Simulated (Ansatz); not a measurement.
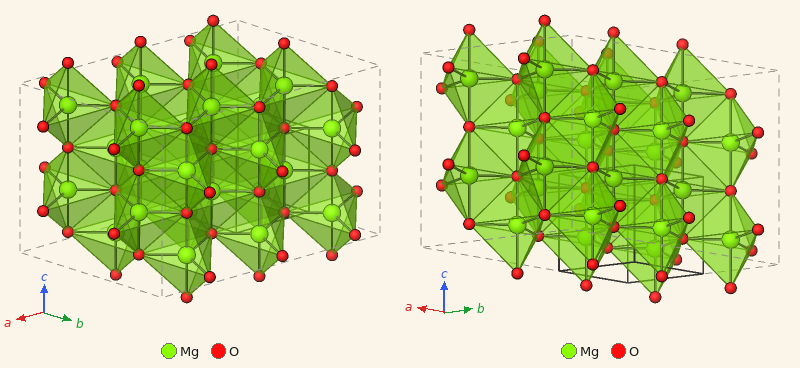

Polyhedra are drawn about Mg (bonds: Mg–O below 2.3 Å); other atoms are plain spheres. Two views of the same piece.

MgO (space group P6_3/mmc, No. 194). Coordinates: coordinates from a relaxation with DFT, LDA, plane waves, PAW in Ansatz 0.2.0; the starting structure was generated, so it need not be a known form of this composition.

Q: What figure surrounds each Mg atom, and what does it share with the other drawn polyhedra?

A: Mg: MgO5 trigonal bipyramid, sharing corners with eight neighbours and edges with six neighbours.

Q: How do these polyhedra hang together as a whole?

A: They form a three-dimensional framework of corner- and edge-sharing trigonal bipyramids.

Q: How far apart are the centres of linked polyhedra?

A: Centre to centre across a shared corner: 3.45 to 4.14 Å; across a shared edge: 2.87 Å.
